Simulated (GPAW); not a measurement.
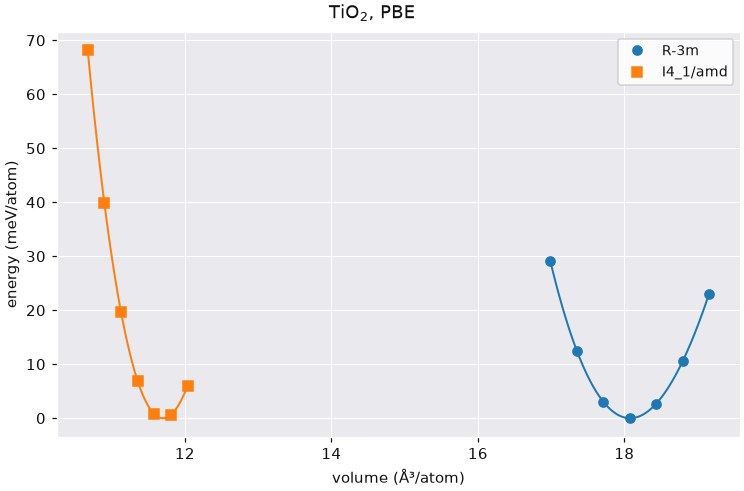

Calculation (GPAW 26.7.0): PAW DFT in plane waves, on a grid or in atomic orbitals, no spin polarisation; energies at scaled volumes of the given cell, shape and fractions fixed, counted from the fit's minimum, third-order Birch-Murnaghan fit. Level: PBE.

occupations Fermi–Dirac; smearing width 0.05 eV; potentials GPAW PAW data sets (gpaw data 1.2.1); wave cutoff 800 eV.

Energy against volume, with one curve for each structure, for TiO₂. Each energy curve has its own zero, so the curves don't rank the structures.

Settings that differ: R-3m: k mesh 10×10×10; I4_1/amd: k mesh 7×7×7.

The fitted equilibrium volumes, smallest first, are I4_1/amd 11.699, R-3m 18.079 Å³/atom. The fitted bulk moduli, smallest first, are R-3m 127.2, I4_1/amd 207.2 GPa.

Limits of the calculation: shape and atomic fractions are frozen while scaling, which makes layered, chain and framework solids too stiff.
